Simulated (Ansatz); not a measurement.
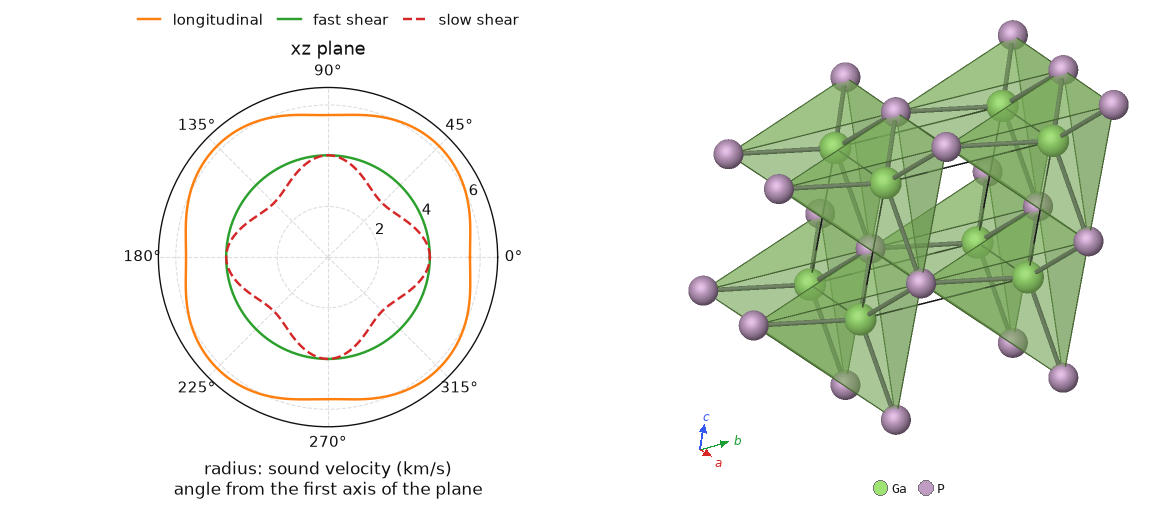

The picture above shows the sound velocities against the direction of travel in the xz plane, from the elastic constants and the density for GaP, space group F-43m (No. 216). The cell is drawn beside the plot.

Structure:
```xyz
2
Lattice="0.0000 2.7530 2.7530 2.7530 0.0000 2.7530 2.7530 2.7530 0.0000" Properties=species:S:1:pos:R:3 pbc="T T T"
Ga    0.0000    0.0000    0.0000
P     1.3765    1.3765    1.3765
```

How it was computed, with Ansatz 0.2.0: elastic stress-strain coefficients at zero temperature from small strains of the given cell, Voigt order xx yy zz yz xz xy, Cartesian axes of the cell vectors; plane waves with PAW datasets, Γ-centred k mesh. Level: PBE, no spin polarisation.

- wave cutoff: 420 eV
- k mesh: 8×8×8
- occupations: fixed
- ions: relaxed
- strain amplitude: 0.002

Question: How fast does sound travel along the Cartesian axes?

Answer: Along x the longitudinal wave runs at 5.60 km/s and the transverse ones at 4.02 and 4.02 km/s, the same along y and z; along x + y they run at 6.19, 4.02 and 3.02 km/s (density 4.01 g/cm³).
